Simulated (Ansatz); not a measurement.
NaI

Input

```
crystal:
  lattice:
    - [4.0526221405, -0.1333738751, -0.1333738751]
    - [-0.1333738751, 4.0526221405, -0.1333738751]
    - [-0.1333738751, -0.1333738751, 4.0526221405]
  atoms:
    - { symbol: Na, position: [0.0, 0.0, 0.0] }
    - { symbol: I, position: [0.5, 0.5, 0.5] }
kpoints:
  mp_grid: { grid: [4, 4, 4] }
  band_path:
    path: [[0.0, 0.0, 0.0], [0.0, 0.5, 0.0], [0.5, 0.5, 0.0], [0.5, 0.5, 0.5]]
    npoints: 1
hamiltonian:
  xc: hse06
scf:
  occupations: { method: fixed }
  n_extra_bands: 4
output:
  forces: true
  stress: true
  eigenvalues: true
  write_density: true
  write_potential: true
  elf: true
  volumetric_format: npy
```

Command:

```sh
ansatz run input.yaml --threads 4 --pin off --max-ram 3686MiB --backend cpu --events-out ev --progress --plain --runs-dir out
```

Below, planes, directions and counts refer to the conventional cell (a = 5.92 Å, b = 5.92 Å, c = 6.56 Å, α = 90.00°, β = 90.00°, γ = 120.00°).

Space group R-3m; started from the CsCl prototype, which need not be the ambient phase; changed on purpose from its base cell (epitaxial 111 strain +3.6%).

Computed with DFT, HSE06, plane waves, PAW (Ansatz 0.2.0).

Core electrons are frozen (PAW), and the valence fields are smoothed inside the atomic spheres.

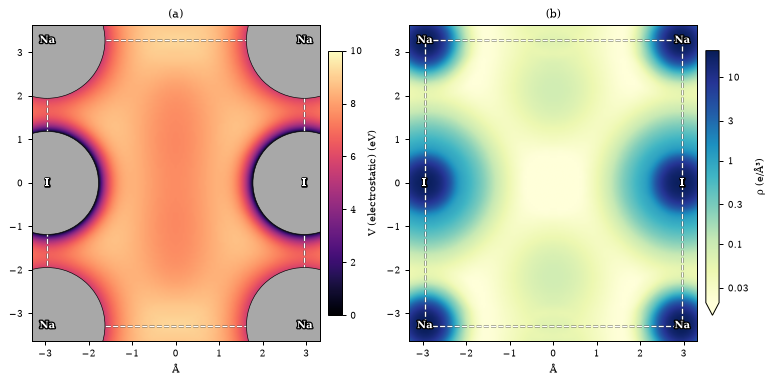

Figure 1. (a) electrostatic potential energy of an electron; (b) valence charge density (pseudo) on the (010) plane of the conventional cell. Grey discs cover the atomic cores in the potential map.

**Interpret the plot.**

The plane passes through Na and I nuclei.
Na–I (3.28 Å): the density is about 0.12 e/Å³ at the midpoint, with its minimum of 0.06 e/Å³ about 1.2 Å from Na.
Between the atoms the lowest density in this plane is 0.01 e/Å³.
Outside the cores the potential energy rises away from the atoms and is highest about 2.0 Å from the nearest atoms; its zero is arbitrary.

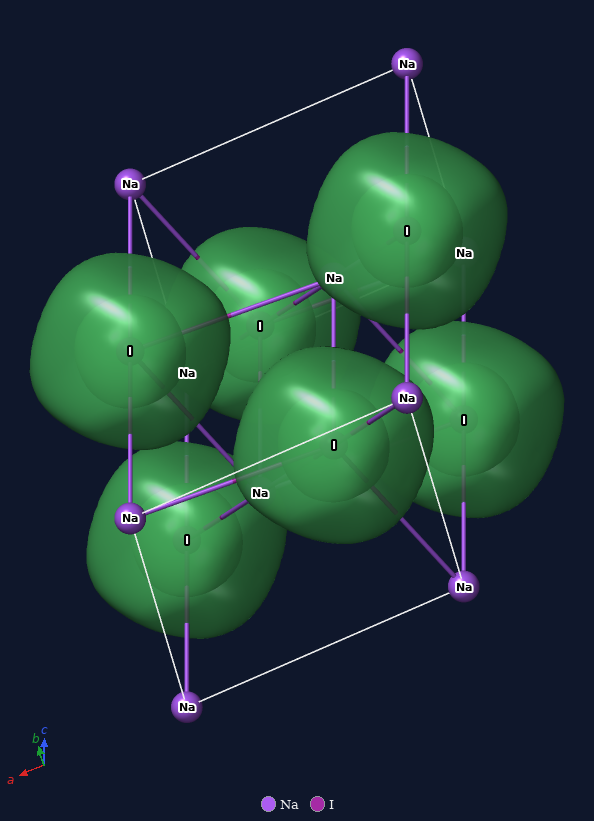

Figure 2. Isosurface of the electron localisation function at 0.65 (green), seen at an oblique angle. Core shells and regions of very low density are left out. Sticks mark near contacts.

**Where are the electrons localised?**

The ELF exceeds this value in three regions wrapped around I (the valence shell of each), counted in one cell of 6 atoms. Any copies at cell faces, edges or corners count once. Along the contacts the grid gives the following. Na–I (3.28 Å): the ELF peaks at about 0.80 in the valence shell of I, 1.4 Å from its nucleus, and falls to about 0 next to Na: an ionic contact with no shared pair. Na–I (3.59 Å): the ELF peaks at about 0.80 in the valence shell of I, 1.4 Å from its nucleus, and falls to about 0 next to Na: a largely ionic contact.

**Metal or insulator at this level of theory?**

It is gapped, with a Kohn–Sham gap of 3.3 eV on the k-point mesh (the band edges may lie off the mesh, which would make the gap smaller).
